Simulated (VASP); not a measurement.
**Geometry relaxation of SiC (part 2 of 3)**

Continued. System: SiC (P6₃mc, 12 atoms in the cell). Method: Kohn-Sham DFT of a periodic cell, PBEsol, VASP PAW PBE potentials, recommended, no spin polarisation (VASP 6.6.1); cutoff 600 eV, 12×12×2 k-mesh, Gaussian smearing of 0.03 eV. The structure derives from an entry of the Crystallography Open Database.

Geometry of the input (Å; fractional positions):
```
3.0950  0.0000  0.0000
-1.5475  2.6803  0.0000
0.0000  0.0000  15.1700
Si 0.0000  0.0000  0.1250
Si 0.0000  0.0000  0.6250
Si 0.3333  0.6667  0.2917
Si 0.6667  0.3333  0.7917
Si 0.3333  0.6667  0.9583
Si 0.6667  0.3333  0.4583
C  0.0000  0.0000  0.0000
C  0.0000  0.0000  0.5000
C  0.3333  0.6667  0.1667
C  0.6667  0.3333  0.6667
C  0.3333  0.6667  0.8333
C  0.6667  0.3333  0.3333
```

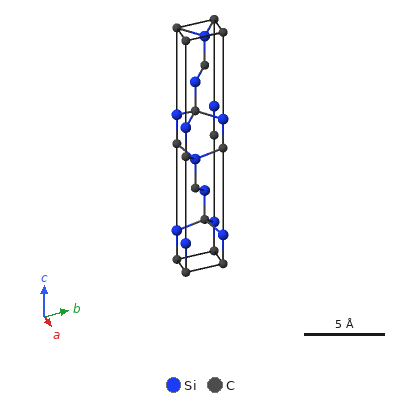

The starting structure (ball-and-stick view of the cell of the calculation, seen slightly off an axis).

Parts of OUTCAR, continued:
```
 Free energy of the ion-electron system (eV)
  ---------------------------------------------------
  ext. energy  EPLUGINS =         0.00000000
  ---------------------------------------------------
  free energy    TOTEN  =       -95.49679569 eV

  energy without entropy =      -95.49679569  energy(sigma->0) =      -95.49679569

------------------------ aborting loop because EDIFF is reached ----------------------------------------

  FORCE on cell =-STRESS in cart. coord.  units (eV):
  Direction    XX          YY          ZZ          XY          YZ          ZX
  --------------------------------------------------------------------------------------
  -------------------------------------------------------------------------------------
  Total       -2.5139369     -2.5139369     -1.9016836      0.0000000      0.0000000      0.0000000
  in kB      -32.0057076    -32.0057075    -24.2109217      0.0000000      0.0000000      0.0000000
  external PRESSURE =     -29.4074456 kB  Pullay stress =       0.0000000 kB

 VOLUME and BASIS-vectors are now :
 -----------------------------------------------------------------------------
  energy-cutoff  :      600.00
  volume of cell :      125.85
      direct lattice vectors                 reciprocal lattice vectors
     3.095000000  0.000000000  0.000000000     0.323101777  0.186542898  0.000000000
    -1.547500000  2.680348620  0.000000000     0.000000000  0.373085797  0.000000000
     0.000000000  0.000000000 15.170000000     0.000000000  0.000000000  0.065919578

 POSITION                                       TOTAL-FORCE (eV/Angst)
 -----------------------------------------------------------------------------------
      0.00000      0.00000      1.89625        -0.000000      0.000000      0.045217
      0.00000      0.00000      9.48125         0.000000      0.000000      0.045217
     -0.00000      1.78690      4.42509        -0.000000      0.000000      0.024410
      1.54750      0.89345     12.01009         0.000000      0.000000      0.024410
     -0.00000      1.78690     14.53741        -0.000000     -0.000000      0.054221
      1.54750      0.89345      6.95241         0.000000      0.000000      0.054221
      0.00000      0.00000      0.00000        -0.000000      0.000000     -0.142955
      0.00000      0.00000      7.58500         0.000000      0.000000     -0.142955
     -0.00000      1.78690      2.52884         0.000000      0.000000      0.032616
      1.54750      0.89345     10.11384        -0.000000     -0.000000      0.032616
     -0.00000      1.78690     12.64116         0.000000      0.000000     -0.013509
      1.54750      0.89345      5.05616        -0.000000     -0.000000     -0.013509
 -----------------------------------------------------------------------------------
    total drift:                                0.000000      0.000000     -0.000398

  FREE ENERGIE OF THE ION-ELECTRON SYSTEM (eV)
  ---------------------------------------------------
  free  energy   TOTEN  =       -95.4967956873 eV

  energy  without entropy=      -95.4967956873  energy(sigma->0) =      -95.49679569

--------------------------------------- Ionic step        2  -------------------------------------------

 number of electron      47.9999998 magnetization

------------------------ aborting loop because EDIFF is reached ----------------------------------------

  FORCE on cell =-STRESS in cart. coord.  units (eV):
  Direction    XX          YY          ZZ          XY          YZ          ZX
  --------------------------------------------------------------------------------------
  -------------------------------------------------------------------------------------
  Total        2.7804599      2.7804598      1.9131731      0.0000000      0.0000000     -0.0000000
  in kB       36.4037264     36.4037262     25.0486015      0.0000000      0.0000000     -0.0000000
  external PRESSURE =      32.6186847 kB  Pullay stress =       0.0000000 kB

 VOLUME and BASIS-vectors are now :
 -----------------------------------------------------------------------------
  energy-cutoff  :      600.00
  volume of cell :      122.37
      direct lattice vectors                 reciprocal lattice vectors
     3.063720128  0.000000000  0.000000000     0.326400571  0.188447458 -0.000000000
    -1.531860064  2.653259456  0.000000000     0.000000000  0.376894916 -0.000000000
     0.000000000  0.000000000 15.054022488     0.000000000  0.000000000  0.066427428

 POSITION                                       TOTAL-FORCE (eV/Angst)
 -----------------------------------------------------------------------------------
      3.06372      0.00000      1.88392        -0.000000     -0.000000     -0.081518
      0.00000      0.00000      9.41093        -0.000000     -0.000000     -0.081518
     -0.00000      1.76884      4.39243        -0.000000      0.000000      0.018203
      1.53186      0.88442     11.91944        -0.000000     -0.000000      0.018203
     -0.00000      1.76884     14.42887        -0.000000      0.000000     -0.114550
      1.53186      0.88442      6.90185        -0.000000     -0.000000     -0.114550
      3.06372      0.00000     15.04718        -0.000000     -0.000000      0.114469
      0.00000      0.00000      7.52017         0.000000      0.000000      0.114469
     -0.00000      1.76884      2.51107         0.000000     -0.000000      0.017829
      1.53186      0.88442     10.03808        -0.000000      0.000000      0.017829
     -0.00000      1.76884     12.54387         0.000000      0.000000      0.045566
      1.53186      0.88442      5.01686         0.000000     -0.000000      0.045566
 -----------------------------------------------------------------------------------
    total drift:                                0.000000      0.000000     -0.000257

  FREE ENERGIE OF THE ION-ELECTRON SYSTEM (eV)
  ---------------------------------------------------
  free  energy   TOTEN  =       -95.4949244007 eV

  energy  without entropy=      -95.4949244007  energy(sigma->0) =      -95.49492440

--------------------------------------- Ionic step        3  -------------------------------------------

 number of electron      47.9999998 magnetization

------------------------ aborting loop because EDIFF is reached ----------------------------------------

  FORCE on cell =-STRESS in cart. coord.  units (eV):
  Direction    XX          YY          ZZ          XY          YZ          ZX
  --------------------------------------------------------------------------------------
  -------------------------------------------------------------------------------------
  Total        0.0299353      0.0299353     -0.0570885      0.0000000      0.0000000      0.0000000
  in kB        0.3863619      0.3863619     -0.7368158      0.0000000      0.0000000      0.0000000
  external PRESSURE =       0.0119694 kB  Pullay stress =       0.0000000 kB

 VOLUME and BASIS-vectors are now :
 -----------------------------------------------------------------------------
  energy-cutoff  :      600.00
  volume of cell :      124.14
      direct lattice vectors                 reciprocal lattice vectors
     3.079686071  0.000000000  0.000000000     0.324708421  0.187470494 -0.000000000
    -1.539843036  2.667086369  0.000000000     0.000000000  0.374940989 -0.000000000
     0.000000000  0.000000000 15.113219994     0.000000000  0.000000000  0.066167236

 POSITION                                       TOTAL-FORCE (eV/Angst)
 -----------------------------------------------------------------------------------
      0.00000      0.00000      1.89021        -0.000000      0.000000     -0.014445
      0.00000      0.00000      9.44682        -0.000000     -0.000000     -0.014445
     -0.00000      1.77806      4.40910        -0.000000      0.000000      0.022160
      1.53984      0.88903     11.96571        -0.000000     -0.000000      0.022160
     -0.00000      1.77806     14.48426         0.000000      0.000000     -0.025956
      1.53984      0.88903      6.92765        -0.000000     -0.000000     -0.025956
      0.00000      0.00000     15.10988        -0.000000      0.000000     -0.020776
      0.00000      0.00000      7.55327        -0.000000     -0.000000     -0.020776
     -0.00000      1.77806      2.52014         0.000000      0.000000      0.025097
      1.53984      0.88903     10.07675        -0.000000      0.000000      0.025097
     -0.00000      1.77806     12.59353         0.000000     -0.000000      0.013921
      1.53984      0.88903      5.03692        -0.000000      0.000000      0.013921
 -----------------------------------------------------------------------------------
    total drift:                                0.000000      0.000000      0.000311

  FREE ENERGIE OF THE ION-ELECTRON SYSTEM (eV)
  ---------------------------------------------------
  free  energy   TOTEN  =       -95.5136285642 eV

  energy  without entropy=      -95.5136285642  energy(sigma->0) =      -95.51362856

--------------------------------------- Ionic step        4  -------------------------------------------

 number of electron      47.9999998 magnetization

------------------------ aborting loop because EDIFF is reached ----------------------------------------

  FORCE on cell =-STRESS in cart. coord.  units (eV):
  Direction    XX          YY          ZZ          XY          YZ          ZX
  --------------------------------------------------------------------------------------
  -------------------------------------------------------------------------------------
  Total       -0.0158247     -0.0158247      0.0710438      0.0000000      0.0000000      0.0000000
  in kB       -0.2042588     -0.2042588      0.9170019      0.0000000      0.0000000      0.0000000
  external PRESSURE =       0.1694948 kB  Pullay stress =       0.0000000 kB

 VOLUME and BASIS-vectors are now :
 -----------------------------------------------------------------------------
  energy-cutoff  :      600.00
  volume of cell :      124.13
      direct lattice vectors                 reciprocal lattice vectors
     3.079919465  0.000000000  0.000000000     0.324683814  0.187456288 -0.000000000
    -1.539959732  2.667288493  0.000000000     0.000000000  0.374912576 -0.000000000
     0.000000000  0.000000000 15.109736473     0.000000000  0.000000000  0.066182491

 POSITION                                       TOTAL-FORCE (eV/Angst)
 -----------------------------------------------------------------------------------
      0.00000      0.00000      1.88915         0.000000      0.000000      0.007212
      1.53996      2.66729      9.44402        -0.000000      0.000000      0.007212
     -0.00000      1.77819      4.40904         0.000000      0.000000      0.007000
      1.53996      0.88910     11.96391        -0.000000      0.000000      0.007000
     -0.00000      1.77819     14.47981         0.000000      0.000000      0.005895
      1.53996      0.88910      6.92494        -0.000000     -0.000000      0.005895
      3.07992      0.00000     15.10548         0.000000     -0.000000     -0.014215
     -1.53996      2.66729      7.55061        -0.000000      0.000000     -0.014215
     -0.00000      1.77819      2.52065         0.000000     -0.000000     -0.001915
      1.53996      0.88910     10.07551        -0.000000     -0.000000     -0.001915
     -0.00000      1.77819     12.59123        -0.000000      0.000000     -0.003976
      1.53996      0.88910      5.03636         0.000000     -0.000000     -0.003976
 -----------------------------------------------------------------------------------
    total drift:                                0.000000      0.000000     -0.000761

  FREE ENERGIE OF THE ION-ELECTRON SYSTEM (eV)
  ---------------------------------------------------
  free  energy   TOTEN  =       -95.5137479491 eV

  energy  without entropy=      -95.5137479491  energy(sigma->0) =      -95.51374795

--------------------------------------- Ionic step        5  -------------------------------------------

 number of electron      47.9999998 magnetization

------------------------ aborting loop because EDIFF is reached ----------------------------------------

  FORCE on cell =-STRESS in cart. coord.  units (eV):
  Direction    XX          YY          ZZ          XY          YZ          ZX
  --------------------------------------------------------------------------------------
  -------------------------------------------------------------------------------------
  Total       -0.0159923     -0.0159923      0.0699645     -0.0000000      0.0000000     -0.0000000
  in kB       -0.2064211     -0.2064211      0.9030691     -0.0000000      0.0000000     -0.0000000
  external PRESSURE =       0.1634090 kB  Pullay stress =       0.0000000 kB

 VOLUME and BASIS-vectors are now :
 -----------------------------------------------------------------------------
  energy-cutoff  :      600.00
  volume of cell :      124.13
      direct lattice vectors                 reciprocal lattice vectors
     3.079910250  0.000000000  0.000000000     0.324684786  0.187456849 -0.000000000
    -1.539955125  2.667280513  0.000000000     0.000000000  0.374913698 -0.000000000
     0.000000000  0.000000000 15.109874004     0.000000000  0.000000000  0.066181889

 POSITION                                       TOTAL-FORCE (eV/Angst)
 -----------------------------------------------------------------------------------
      0.00000      0.00000      1.88920         0.000000     -0.000000      0.006445
      0.00000      0.00000      9.44413        -0.000000      0.000000      0.006445
     -0.00000      1.77819      4.40905        -0.000000     -0.000000      0.007580
      1.53996      0.88909     11.96398         0.000000      0.000000      0.007580
     -0.00000      1.77819     14.47999         0.000000     -0.000000      0.004620
      1.53996      0.88909      6.92505        -0.000000      0.000000      0.004620
      0.00000      0.00000     15.10565         0.000000     -0.000000     -0.014863
      0.00000      0.00000      7.55072        -0.000000      0.000000     -0.014863
     -0.00000      1.77819      2.52063         0.000000     -0.000000     -0.000824
      1.53996      0.88909     10.07556        -0.000000     -0.000000     -0.000824
     -0.00000      1.77819     12.59132        -0.000000      0.000000     -0.002958
      1.53996      0.88909      5.03638         0.000000     -0.000000     -0.002958
 -----------------------------------------------------------------------------------
    total drift:                                0.000000      0.000000     -0.000619

  FREE ENERGIE OF THE ION-ELECTRON SYSTEM (eV)
  ---------------------------------------------------
  free  energy   TOTEN  =       -95.5137480447 eV

  energy  without entropy=      -95.5137480447  energy(sigma->0) =      -95.51374804

--------------------------------------- Ionic step        6  -------------------------------------------

 number of electron      47.9999999 magnetization

------------------------ aborting loop because EDIFF is reached ----------------------------------------

  FORCE on cell =-STRESS in cart. coord.  units (eV):
  Direction    XX          YY          ZZ          XY          YZ          ZX
  --------------------------------------------------------------------------------------
  -------------------------------------------------------------------------------------
  Total        0.0134907      0.0134907     -0.0493034      0.0000000      0.0000000      0.0000000
  in kB        0.1741106      0.1741106     -0.6363080      0.0000000      0.0000000      0.0000000
  external PRESSURE =      -0.0960289 kB  Pullay stress =       0.0000000 kB

 VOLUME and BASIS-vectors are now :
```
